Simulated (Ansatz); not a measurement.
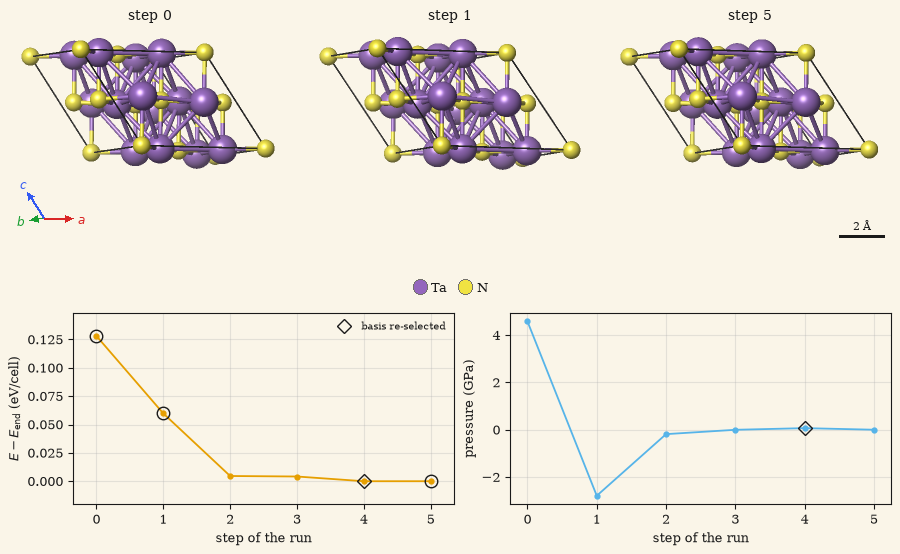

Frames of a relaxation of solid Ta₄N₃ (set up in P1), marked on the history of the run. The picture is a ball-and-stick view of the larger cell on standard axes (2 times the calculation's cell), seen from a free direction.

Case: all atoms moved at random, sigma 0.02 Å for each component, cell strained at random, sigma 0.01; relaxed back.

All numbers below come from DFT PBEsol, scalar-relativistic, plane waves, PAW (Ansatz).

Input
```yaml
crystal:
  lattice:
    - [-2.1248551504, 2.1494296274, 4.2893493391]
    - [2.1178049973, -2.0888462304, 4.2548640255]
    - [2.2160878287, 2.1800789086, -4.2584587908]
  atoms:
    - { symbol: Ta, position: [-0.0019320027, 0.5012935548, 0.5024889425] }
    - { symbol: Ta, position: [0.260357173, 0.2585856051, -0.0064410127] }
    - { symbol: Ta, position: [0.5056788518, 0.0011258207, 0.4994444001] }
    - { symbol: Ta, position: [0.7409547957, 0.7410116559, 0.0062054141] }
    - { symbol: "N", position: [0.7483413862, 0.2501508407, 0.4967408211] }
    - { symbol: "N", position: [-0.0003470391, -0.0027608193, -0.001745686] }
    - { symbol: "N", position: [0.2469468351, 0.750593342, 0.5033071209] }
basis:
  ecutwfc: 420
kpoints:
  mp_grid: { grid: [12, 12, 12] }
hamiltonian:
  xc: pbesol
scf:
  occupations: { method: gaussian, width: 0.15 }
output:
  forces: true
  stress: true
  eigenvalues: true
  write_density: true
  write_potential: true
  elf: true
  volumetric_format: npy
relax:
  adjacent_minimum: "off"
  f_tol: 0.01
  max_steps: 80
  cell: { stress_tol: 0.1 }
```

Command:
```bash
ansatz run input.yaml --threads 2 --pin off --max-ram 5120MiB --backend cpu --events-out ev --progress --plain --runs-dir out
```

Describe the path.

Answer. The run was cut off at its time limit before the program reported convergence, but its last step already meets the force threshold: the largest component is 0.00048 eV/Å against 0.01 eV/Å. The pressure is within 0.01 GPa of its target. The largest move relative to the cell is that of Ta3, 0.034 Å roughly along [1 0 1]. Largest moves by element: Ta 0.034 Å, N 0.029 Å. The drawn cell changes as follows: a 5.997 → 6.162 Å (+2.8 %), b 6.255 → 6.162 Å (−1.5 %), c 5.192 → 5.267 Å (+1.5 %), α 89.6° → 90.0°, β 124.6° → 125.8°; the volume changes by +1.2 %. Some distances before and after: Ta1–Ta3 2.975 → 3.081 Å, Ta2–Ta4 2.998 → 3.087 Å, Ta2–Ta4 (another image) 3.172 → 3.087 Å, Ta1–Ta3 (another image) 3.023 → 3.081 Å. Bond angles that change, for instance: Ta2–N5–Ta4 93.5° → 90.1°, Ta2–N7–Ta4 87.5° → 90.1°, Ta2–N7–Ta4 92.7° → 90.1°. The space group (tolerance 0.01 Å) goes from P1 (No. 1) to I4/mmm (No. 139). Over 4 accepted moves (5 points after the start) the energy falls by 0.128 eV per cell of the calculation. The largest force component goes from 0.71 to 0.00048 eV/Å. Pressure: 4.58 GPa at the start and 0.00 GPa at the end. The SCF was repeated once at an unchanged geometry on a basis and grid sized afresh for the cell, which shifted the energy by 4.2 meV per cell of the calculation at most. From step 0 to 1: Ta3 moves most (0.03 Å), volume +2.1 %, energy −68.3 meV per cell of the calculation. From step 1 to 5: volume −0.8 %, energy −59.8 meV per cell of the calculation.

| step | E − E(0), meV/atom | largest force component, eV/Å | pressure, GPa | volume, Å³/atom | note |
| --- | --- | --- | --- | --- | --- |
| 0 | 0.00 | 0.7078 | 4.58 | 11.446 |  |
| 1 | -9.76 | 0.2142 | -2.79 | 11.685 |  |
| 2 | -17.64 | 0.0112 | -0.18 | 11.591 |  |
| 3 | -17.70 | 0.0016 | 0.00 | 11.585 |  |
| 4 | -18.30 | 0.0007 | 0.07 | 11.585 | same geometry, new basis |
| 5 | -18.30 | 0.0005 | 0.00 | 11.587 |  |
